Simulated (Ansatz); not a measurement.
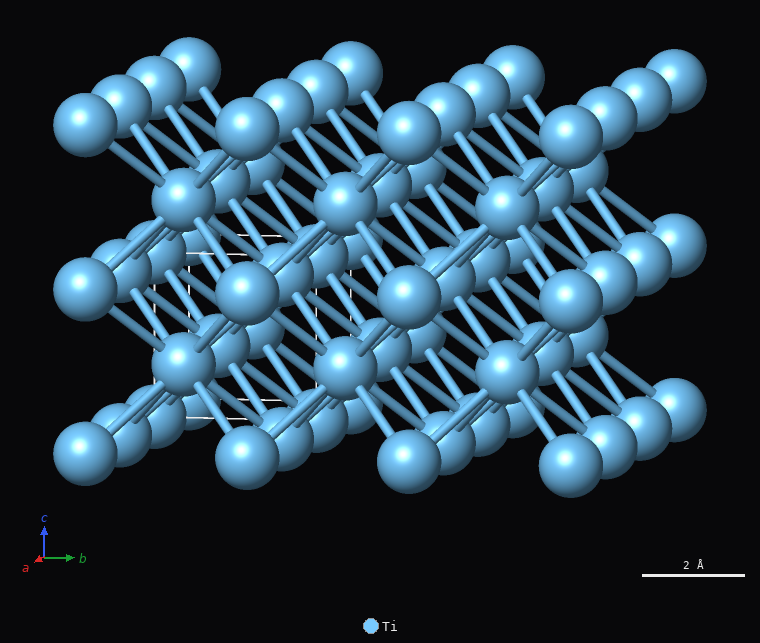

The structure as given in the input (ball-and-stick view of the cell 2 times as large as that of the calculation, set on its symmetry axes, repeated 3 × 3 × 2, seen slightly off an axis).

Single-point calculation, with input and output: Ti

The run: single-point calculation of Ti (1 atom in the cell). Method and program: DFT PBE, scalar-relativistic, plane waves, PAW, no spin polarisation (Ansatz 0.2.0).

The structure derives from an entry of the Crystallography Open Database. It belongs to a series of runs on one base structure; here: the second end member.

The program's output:
```
Engine: ansatz 0.2.0, x86_64-unknown-linux-gnu
Pseudopotentials: kind: paw
Pseudopotential: Ti, paw, valence charge 12, recommended cutoff 420 eV (normal), Ti.paw.azcp
Functional definition: PBE
  parameter kappa = 0.804
  parameter beta = 0.06672455060314922
  exchange = pbe_x(kappa = kappa, mu = beta*pi^2/3)
  correlation = pbe_c(beta = beta)
Crystal: 1 atoms, lattice volume = 17.410 Å³
Basis set: ecut = 420 eV, 321 PW (Γ), exchange–correlation on 40×40×40 points (8 copies of the dense FFT grid, shifted against one another)
Bands: 10, of which v1, the nominal top of the filled ones, is band 6 counted from 1 (5 counted from 0)
Symmetry: 48 space group operations
Space group: Im-3m (ITA 229), of the structure as read, at distance tolerance 2.6e-5 Å
k-points: 29 of 512
Non-local potential: Ti, projectors of the file, l = 0: 3, l = 1: 2, l = 2: 3, l = 3: 1
PAW form: soft (Blöchl's): semilocal exchange-correlation on the pseudo side does not see the compensation charge
PAW one-centre angular grid: Ti, 590 points (default); XC on 64 Gauss nodes
Initial density: superposition of atomic densities (neutral atoms: chi_scale 0, normalization atom), corrected by the library's trained network
Initial wavefunctions: pseudopotential atomic-orbital guess
Functional: x = pbe(κ = 0.804, μ = 0.2195149727645171), c = pbe(β = 0.06672455060314922)
SCF iter   1: F=—  HF=-2499.563516 eV  |F-HF|=—  |Δ(HF+E_count)|=         —  Δρ=2.45e-3  dr2=1.01e-3  ethr=1.77e-3  ⟨swp⟩=4.4  Hψ=1524  notcnv=0
preconditioner: auto → none  [metal: Δε(μ)=0.044 eV  Ē_g=4.109 eV  σ=0.100 eV  W_gap=0.24  n_scr=0 (ndim 8)  ℏωp=17.8 eV  f_vac=0.000  D(μ)=2.31/eV (n_scr^D=42)]
SCF iter   2: F=—  HF=-2499.563178 eV  |F-HF|=—  |Δ(HF+E_count)|=   3.38e-4  Δρ=1.21e-3  dr2=1.13e-4  ethr=8.40e-6  ⟨swp⟩=1.9  Hψ=656  notcnv=0
SCF iter   3: F=—  HF=-2499.563162 eV  |F-HF|=—  |Δ(HF+E_count)|=   1.64e-5  Δρ=4.98e-4  dr2=1.50e-5  ethr=9.45e-7  ⟨swp⟩=2.1  Hψ=420  notcnv=0
SCF iter   4: F=—  HF=-2499.563176 eV  |F-HF|=—  |Δ(HF+E_count)|=   1.37e-5  Δρ=9.74e-5  dr2=6.47e-7  ethr=1.25e-7  ⟨swp⟩=2.0  Hψ=346  notcnv=0
iter 5 did not close the SCF: its close was put off for the readings that it lacked (scf_convergence_deferred on its scf_iter line)
SCF iter   5: F=-2499.563176 eV  HF=-2499.563176 eV  |F-HF|=2.13e-9  |Δ(HF+E_count)|=   6.57e-7  Δρ=7.70e-6  dr2=3.83e-9  ethr=5.39e-9  ⟨swp⟩=2.0  Hψ=346  notcnv=0
SCF iter   6: F=-2499.563176 eV  HF=-2499.563176 eV  |F-HF|=4.91e-11  |Δ(HF+E_count)|=   3.72e-9  Δρ=8.82e-7  dr2=1.15e-10  ethr=3.19e-11  ⟨swp⟩=2.2  Hψ=906  notcnv=0
SCF 1 converged in 6 iterations: F = -2499.563176 eV  dr2 = 1.15e-10
  greatest PAW one-centre occupation: 0.999 electrons in one spin orbital (limit 2), on the Ti atom at site 0 (counted from 0), in its partial waves of l = 0
```

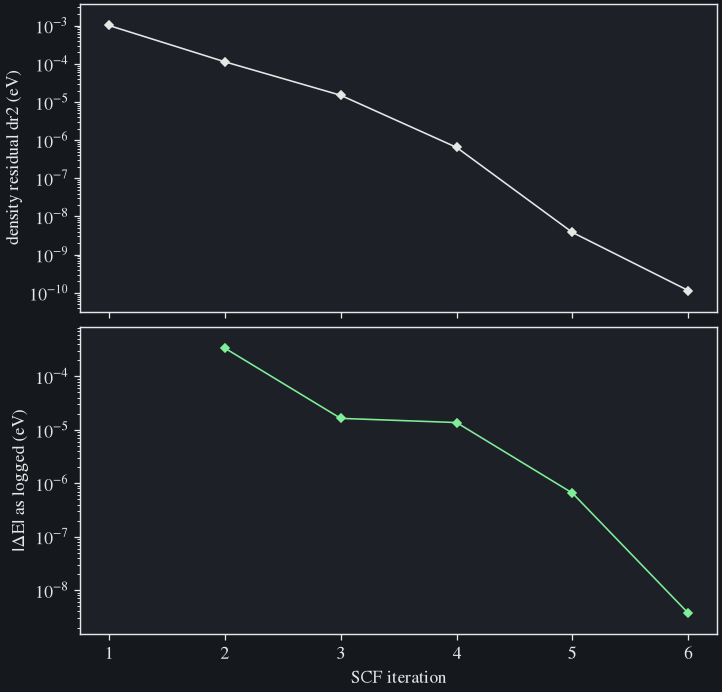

Convergence of the self-consistent field: density residual dr2 and size of the energy change against the SCF iteration. The residual falls at every step.

```
SCF converged after 6 iterations
Free energy (F): -2499.563176 eV
Harris-Foulkes:  -2499.563176 eV  (|F-HF|=4.91e-11)
Internal energy: -2499.551576 eV  (E = F + TS)
E sigma→0 (E₀):  -2499.557376 eV
Entropy (-TS):   -0.011600 eV (-11.600 meV/atom)
Fermi energy:    13.089989 eV
--- Per-component energies (eV) ---
  E_band       = -157.111065
  E_kinetic    = 272.598040
  E_local      = -814.816815  (includes V_loc(G=0)·N_el)
  E_nonlocal   = 8.424841
  E_hartree    = 334.863053
  E_xc         = -97.392707
  E_vxc        = -121.840660  (∫ρ·V_xc dr)
  E_paw        = -1047.777181  (= ΣΔE_a)
  E_vpaw       = -171.203072  (= ΣTr[D̂ρ^β])
  E_aug_tail   = 0.000124  (compensation charges beyond the density's cutoff)
  E_ewald      = -1155.450931
  E_smearing   = -0.011600  (= −TS)
  E_closure    = 0.000000  (closes the sum)
  Σ components = -2499.563176   (vs F -2499.563176, Δ=0.00e0)
--- Forces (eV/Å), atoms counted from 1 ---
  atom   1  Ti    -0.00000000     0.00000000     0.00000000
  max |Σ_I F_I| component: 7.81e-32 eV/Å
--- Stress (GPa, compression-positive) ---
       -1.127501       0.000000      -0.000000
        0.000000      -1.127501      -0.000000
       -0.000000      -0.000000      -1.127501
  P = ⅓ Tr σ = -1.1275 GPa (-11.275 kbar)
--- Band table (eV; the first three rows and the last of 29) ---
  k-point 0: bands = ["-43.3951", "-19.2694", "-19.2694", "-19.2694", "7.1655", "14.0847", "14.0847", "14.0847", "15.8419", "15.8419"]
  k-point 1: bands = ["-43.3761", "-19.3713", "-19.3008", "-19.2700", "7.6871", "13.8538", "13.9893", "14.4661", "15.6189", "15.8596"]
  k-point 2: bands = ["-43.3298", "-19.6117", "-19.3760", "-19.2715", "9.0388", "13.3414", "13.5504", "15.4916", "15.5537", "15.9440"]
  k-point 28: bands = ["-43.1719", "-19.7301", "-19.7301", "-19.7301", "10.9934", "10.9934", "17.0132", "17.0132", "17.0132", "21.4377"]
```

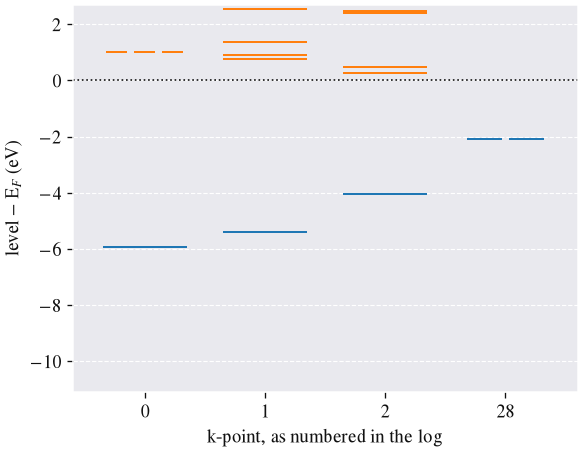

Kohn–Sham levels near the Fermi level (dotted) at the few k-points that the log prints; levels within 0.02 eV of each other stand side by side. The system is metallic on the full mesh.

The run was set up as follows.

Input file:
```yaml
crystal:
  lattice:
    - [-1.6327237473, 1.6327237473, 1.6327237473]
    - [1.6327237473, -1.6327237473, 1.6327237473]
    - [1.6327237473, 1.6327237473, -1.6327237473]
  atoms:
    - { symbol: Ti, position: [0.0, 0.0, 0.0] }
basis:
  ecutwfc: 420
kpoints:
  mp_grid: { grid: [8, 8, 8] }
hamiltonian:
  xc: pbe
scf:
  occupations: { method: gaussian, width: 0.1 }
output:
  forces: true
  stress: true
  eigenvalues: true
```

Launch command:
```bash
ansatz run input.yaml --threads 2 --pin off --max-ram 5120MiB --backend cpu --events-out ev --progress --plain --runs-dir out
```

Summary:

```csv
quantity,value
outcome,converged
space group (tolerance 0.01 Å),Im-3m (229)
electrons treated,12
free energy,−2499.5632 eV
Fermi energy,13.090 eV
gap on the k-point mesh,none (metallic)
pressure,−1.13 GPa
largest force (length of the vector),under 0.001 eV/Å
hardware,"2 threads of Intel Xeon (Granite Rapids), 64 GiB of memory available, shared host"
peak memory,0.4 GiB
```
